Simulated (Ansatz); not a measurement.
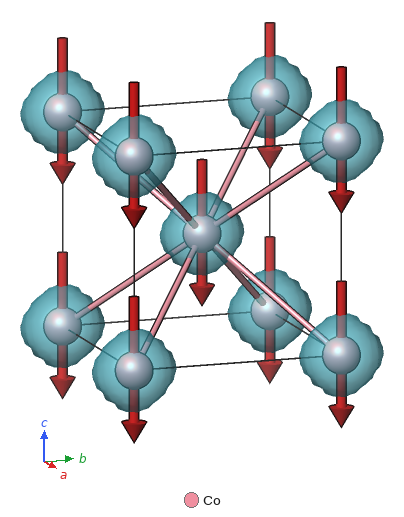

*Co. Isosurface of the size of the magnetisation density at 1 e/Å³ (cyan), with the spin moments of the magnetic sites as arrows; seen slightly off an axis.*

Space group Im-3m; set up as Co, bcc; a generated structure, not necessarily the stable one.

Method: DFT, r2SCAN, plane waves (500 eV) with PAW, fully relativistic with spin-orbit coupling (Ansatz).

Core electrons are frozen (PAW), and the valence fields are smoothed inside the atomic spheres.

> How are the spin moments arranged, and how large are they?

Spin moments: Co 2.0 μB. All point the same way (ferromagnetic), along [0 0 −1] of the cell.
